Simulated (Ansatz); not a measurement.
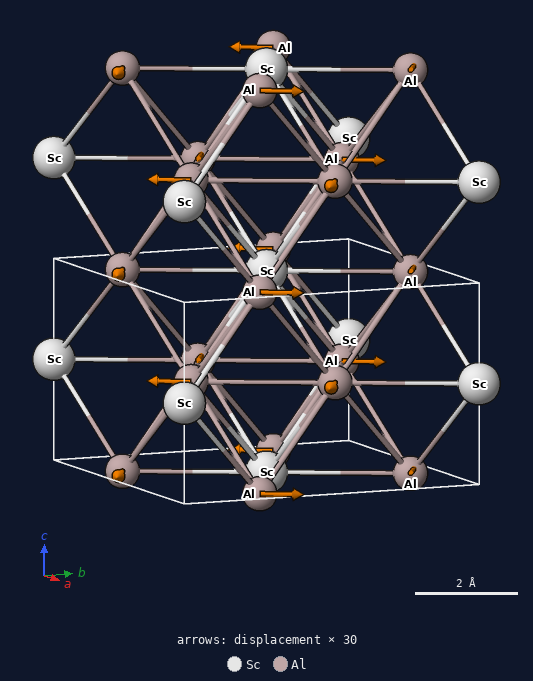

This is a relaxation of solid ScAl$_{4}$ (a generated structure, set up in I4/m) (coarse preliminary run). The starting structure is drawn; orange arrows show the displacements (the part carried along by the change of the cell is left out), 30 times their true length.

A ball-and-stick model of the conventional cell (2 times the calculation's cell), repeated 1 × 1 × 2 with one cell outlined, seen slightly off an axis. Lengths and directions refer to the drawn axes.

Computed with Ansatz 0.2.0, DFT PBE, scalar-relativistic, plane waves, PAW. Settings: plane-wave cutoff 420 eV; k-point mesh 6 × 6 × 6; occupations gaussian; smearing width 0.1 eV; no spin polarisation; cell and atoms relaxed; force threshold 0.04 eV/Å; at most 70 steps.

Question: Atoms of which element are displaced furthest, and by how much?

Answer: Aluminium: up to 0.030 Å, against 0.000 Å for scandium.

Question: What did the optimiser do to the structure, and how much energy did it gain?

Answer: The largest moves relative to the cell, 0.030 Å, are those of Al atoms. Sc stays in place. The volume changes by +9.6 %, with a = b 6.349 → 6.668 Å (+5.0 %), c 4.016 → 3.988 Å (−0.7 %). Among the contacts that change: Al–Al 2.839 → 3.010 Å, Al–Sc 2.839 → 2.984 Å, Al–Al 2.839 → 2.936 Å, Al–Sc 2.839 → 2.917 Å. The space group stays I4/m (No. 87). The energy falls by 0.251 eV per cell of the calculation in 3 accepted moves (4 points after the start). The largest force component goes from 0.2 to 0.014 eV/Å. Pressure: 8.62 GPa at the start and 0.00 GPa at the end. The SCF was repeated once at an unchanged geometry on a basis and grid sized afresh for the cell, which shifted the energy by 5.1 meV per cell of the calculation at most. Cost: 16 s on 1 thread of Arm Neoverse V2, with other jobs on the host, peak memory 0.29 GiB.
